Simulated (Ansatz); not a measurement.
# Single-point calculation, with input and output: TiAl

System: TiAl (2 atoms in the cell).
Method: DFT r2SCAN, scalar-relativistic, plane waves, PAW, no spin polarisation (Ansatz 0.2.0).

The structure derives from a Materials Project entry. It belongs to a series of runs on one base structure; here: atom 1 (Ti) moved by (-0.300, -0.300) A along y and z. Figures and captions count atoms from 1; the log counts them from 0 in places.

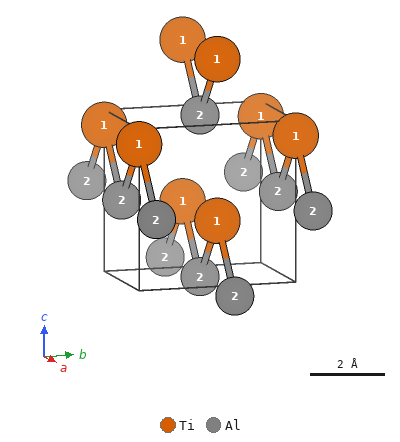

Figure 1. The input geometry (ball-and-stick view of the cell 2 times as large as that of the calculation, set on its symmetry axes, seen slightly off an axis; bonded neighbours outside the cell are drawn too; atoms are numbered from 1 in the order of the input). An atom can appear more than once, as a periodic image.

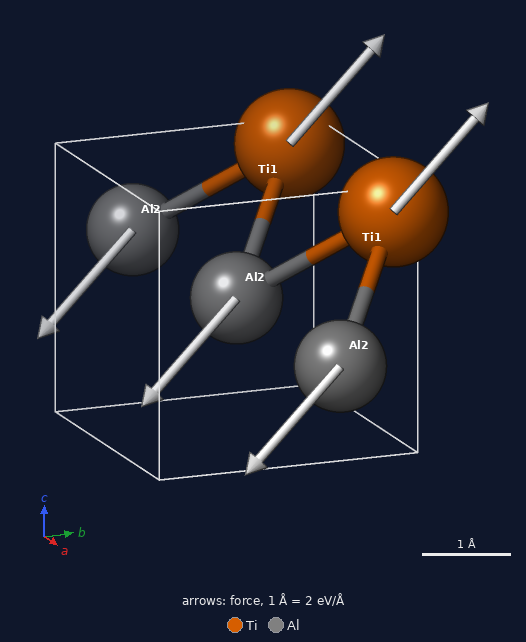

Figure 2. Forces on the atoms as white arrows (ball-and-stick view of the cell of the calculation, seen slightly off an axis; bonded neighbours outside the cell are drawn too; atoms are numbered from 1 in the order of the input). The largest act on Ti1 (3.34 eV/Å); Al2 (3.34 eV/Å). The geometry is not a stationary point of this energy.

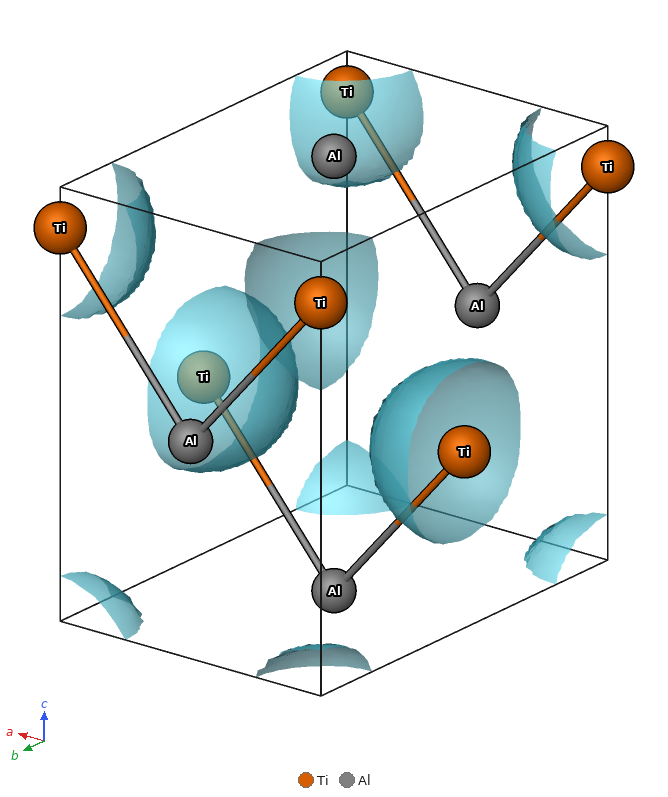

Figure 3. Isosurface of the valence charge density (pseudo) at 0.6 e/Å³ (cyan), seen at an oblique angle. Sticks mark near contacts. The outline is the cell set on symmetry axes. At this value the density breaks into separate islands; it holds about 60 % of the electrons treated as valence (semicore included). It is pinched off along the Ti–Al (2.42 Å) contacts. On the grid the lowest density along these lines, outside the cores, is 0.28 e/Å³ (Ti–Al, 2.42 Å). In a PAW calculation such maps are meaningful between the atoms, not at the nuclei.

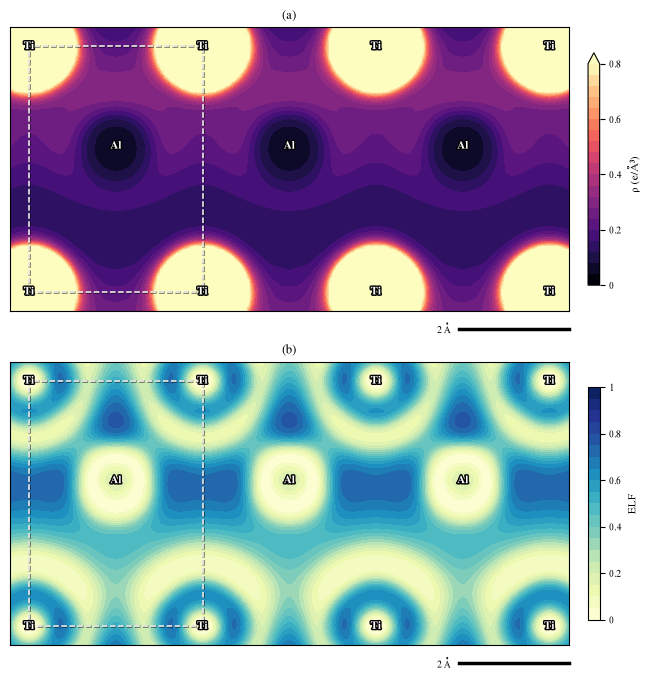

Figure 4. (a) valence electron density; (b) ELF on the (010) plane of the conventional cell. Atoms in the plane: Ti and Al. Ti–Al (2.42 Å): the density is about 0.3 e/Å³ at the midpoint; the ELF is about 0.20 at the midpoint (no localised pair between them). Away from the nuclei the density in this plane falls to 0.13 e/Å³ at its lowest. The strong features right at Ti lie inside the PAW spheres (semicore, d or f shells) and say nothing about bonding.

The input and output of the run follow.

**The input**
```yaml
crystal:
  lattice:
    - [3.179064, 0.0, 0.0]
    - [0.0, 3.179064, 0.0]
    - [0.0, 0.0, 3.179064]
  atoms:
    - { symbol: Ti, position: [0.0, -0.0943673987, -0.0943673987] }
    - { symbol: Al, position: [0.5, 0.5, 0.5] }
basis:
  ecutwfc: 500
kpoints:
  mp_grid: { grid: [16, 16, 16] }
hamiltonian:
  xc: r2scan
scf:
  occupations: { method: gaussian, width: 0.15 }
output:
  forces: true
  stress: true
  eigenvalues: true
  write_density: true
  write_potential: true
  elf: true
  volumetric_format: npy
```

Command:
```bash
ansatz run input.yaml --threads 1 --pin off --max-ram 2560MiB --backend cpu --events-out ev --progress --plain --runs-dir out
```

**Output**
```
Engine: ansatz 0.2.0, aarch64-unknown-linux-gnu
Pseudopotentials: kind: paw
Pseudopotential: Ti, paw, valence charge 12, recommended cutoff 500 eV (meta_gga), Ti.paw.azcp
Pseudopotential: Al, paw, valence charge 3, recommended cutoff 500 eV (meta_gga), Al.paw.azcp
Functional definition: r2SCAN
  parameter k0 = 0.174
  parameter k1 = 0.065
  parameter a1 = 4.9479
  exchange = r2scan_x(k0 = k0, k1 = k1, a1 = a1)
  correlation = r2scan_c
Crystal: 2 atoms, lattice volume = 32.129 Å³
Basis set: ecut = 500 eV, 799 PW (Γ), exchange–correlation on 96×96×96 points (64 copies of the dense FFT grid, shifted against one another)
Bands: 12, of which v1, the nominal top of the filled ones, is band 8 counted from 1 (7 counted from 0)
Symmetry: 4 space group operations
Space group: Amm2 (ITA 38), of the structure as read, at distance tolerance 3.2e-5 Å
k-points: 657 of 4096 (time reversal used)
Non-local potential: Ti, projectors of the file, l = 0: 3, l = 1: 2, l = 2: 3, l = 3: 1
Non-local potential: Al, projectors of the file, l = 0: 2, l = 1: 2, l = 2: 1
PAW form: soft (Blöchl's): semilocal exchange-correlation on the pseudo side does not see the compensation charge
PAW frozen core: Ti, regenerated for the run's functional (the file was generated under x = pbe(κ = 0.804, μ = 0.2195149727645171), c = pbe(β = 0.06672455060314922))
PAW frozen core: Al, regenerated for the run's functional (the file was generated under x = pbe(κ = 0.804, μ = 0.2195149727645171), c = pbe(β = 0.06672455060314922))
PAW one-centre angular grid: Ti, 590 points (default); XC on 160 Gauss nodes
PAW one-centre angular grid: Al, 302 points (default); XC on 160 Gauss nodes
Initial density: superposition of atomic densities (neutral atoms: chi_scale 0, normalization atom), corrected by the library's trained network
Initial wavefunctions: pseudopotential atomic-orbital guess
Functional: x = r2scan, c = r2scan; τ floored in thin density (d = 2e-4 eV/Å³)
SCF iter   1: F=—  HF=-3044.718850 eV  |F-HF|=—  |Δ(HF+E_count)|=         —  Δρ=9.65e-3  dr2=2.05e-2  dr2_τ=2.06e-2  ethr=1.77e-3  ⟨swp⟩=5.0  Hψ=40639  notcnv=0
preconditioner: auto → none  [metal: Δε(μ)=0.002 eV  Ē_g=5.747 eV  σ=0.150 eV  W_gap=0.01  n_scr=6 (ndim 8)  ℏωp=17.3 eV  f_vac=0.000  D(μ)=2.18/eV (n_scr^D=26)  sad-step TF]
SCF iter   2: F=—  HF=-3044.758418 eV  |F-HF|=—  |Δ(HF+E_count)|=   3.96e-2  Δρ=4.99e-3  dr2=5.92e-3  dr2_τ=3.52e-4  ethr=1.36e-4  ⟨swp⟩=2.0  Hψ=20254  notcnv=0  defer=76
SCF iter   3: F=—  HF=-3044.758583 eV  |F-HF|=—  |Δ(HF+E_count)|=   1.65e-4  Δρ=2.45e-3  dr2=1.74e-3  dr2_τ=7.09e-5  ethr=3.95e-5  ⟨swp⟩=2.0  Hψ=10085  notcnv=0  defer=76
SCF iter   4: F=—  HF=-3044.758493 eV  |F-HF|=—  |Δ(HF+E_count)|=   8.97e-5  Δρ=5.74e-4  dr2=7.97e-5  dr2_τ=1.13e-5  ethr=1.16e-5  ⟨swp⟩=3.0  Hψ=12945  notcnv=0  defer=76
SCF iter   5: F=—  HF=-3044.758494 eV  |F-HF|=—  |Δ(HF+E_count)|=   7.62e-7  Δρ=1.66e-4  dr2=3.92e-6  dr2_τ=2.67e-7  ethr=5.31e-7  ⟨swp⟩=2.7  Hψ=11470  notcnv=0  defer=76
SCF iter   6: F=—  HF=-3044.758496 eV  |F-HF|=—  |Δ(HF+E_count)|=   2.59e-6  Δρ=2.87e-5  dr2=1.04e-7  dr2_τ=8.25e-9  ethr=2.62e-8  ⟨swp⟩=2.9  Hψ=12706  notcnv=0  defer=76
SCF iter   7: F=-3044.758496 eV  HF=-3044.758496 eV  |F-HF|=2.14e-9  |Δ(HF+E_count)|=   8.31e-8  Δρ=4.25e-6  dr2=5.55e-9  dr2_τ=3.42e-10  ethr=6.67e-10  ⟨swp⟩=7.5  Hψ=38516  notcnv=0
SCF 1 converged in 7 iterations: F = -3044.758496 eV  dr2 = 5.55e-9
  greatest PAW one-centre occupation: 1.001 electrons in one spin orbital (limit 2), on the Ti atom at site 0 (counted from 0), in its partial waves of l = 1
SCF converged after 7 iterations
Free energy (F): -3044.758496 eV
Harris-Foulkes:  -3044.758496 eV  (|F-HF|=2.14e-9)
Internal energy: -3044.734571 eV  (E = F + TS)
E sigma→0 (E₀):  -3044.746534 eV
Entropy (-TS):   -0.023926 eV (-11.963 meV/atom)
Fermi energy:    11.395121 eV
--- Per-component energies (eV) ---
  E_band       = -176.789689
  E_kinetic    = 298.473256
  E_local      = -1030.642616  (includes V_loc(G=0)·N_el)
  E_nonlocal   = 18.837126
  E_hartree    = 438.195796
  E_xc         = -130.505926
  E_vxc        = -165.136429  (∫ρ·V_xc dr)
  E_paw        = -1531.020589  (= ΣΔE_a)
  E_vpaw       = -185.117686  (= ΣTr[D̂ρ^β])
  E_aug_tail   = 0.000082  (compensation charges beyond the density's cutoff)
  E_vtau       = 10.405967  (kinetic-family band-sum trace: ∫τ·v_τ [+ j·A + Jᵃ·Aᵃ] dr)
  E_ewald      = -1107.758134
  E_core_change = -0.313565  (= ΣΔE_core)
  E_smearing   = -0.023926  (= −TS)
  E_closure    = 0.000000  (closes the sum)
  Σ components = -3044.758496   (vs F -3044.758496, Δ=0.00e0)
--- Forces (eV/Å), atoms counted from 1 ---
  atom   1  Ti     0.00000000     2.35838420     2.35838420
  atom   2  Al     0.00000000    -2.35838097    -2.35838097
  max |Σ_I F_I| component: 3.23e-6 eV/Å
--- Stress (GPa, compression-positive) ---
       10.100305       0.000000       0.000000
        0.000000       4.912748       7.233658
       -0.000000       7.233658       4.912748
  P = ⅓ Tr σ = 6.6419 GPa (66.419 kbar)
--- Band table (eV; the first three rows and the last of 657) ---
  k-point 0: bands = ["-47.8004", "-22.9812", "-22.9768", "-22.9247", "1.6655", "9.6775", "9.7084", "13.1200", "13.4365", "13.5666", "16.3285", "16.3604"]
  k-point 1: bands = ["-47.7998", "-22.9848", "-22.9762", "-22.9277", "1.7311", "9.6653", "9.7193", "13.0567", "13.3424", "13.5293", "16.0215", "16.5134"]
  k-point 2: bands = ["-47.7980", "-22.9976", "-22.9744", "-22.9335", "1.9264", "9.5519", "9.7995", "12.8544", "13.1059", "13.4852", "15.3674", "16.9178"]
  k-point 656: bands = ["-47.7533", "-23.1185", "-23.1179", "-23.0613", "8.1292", "8.1945", "8.3383", "12.3742", "14.2322", "14.2799", "14.3197", "14.4323"]
```

**Summary**

```json
{"quantity": "outcome", "value": "converged"}
{"quantity": "space group (tolerance 0.01 Å)", "value": "Amm2 (38)"}
{"quantity": "electrons treated", "value": "15"}
{"quantity": "free energy", "value": "−3044.7585 eV"}
{"quantity": "Fermi energy", "value": "11.395 eV"}
{"quantity": "gap on the k-point mesh", "value": "none (metallic)"}
{"quantity": "pressure", "value": "6.64 GPa"}
{"quantity": "largest force (length of the vector)", "value": "3.335 eV/Å"}
{"quantity": "hardware", "value": "1 thread of Arm Neoverse V1, 24 GiB of memory available, shared host"}
{"quantity": "wall time", "value": "64 s"}
{"quantity": "peak memory", "value": "0.69 GiB"}
```
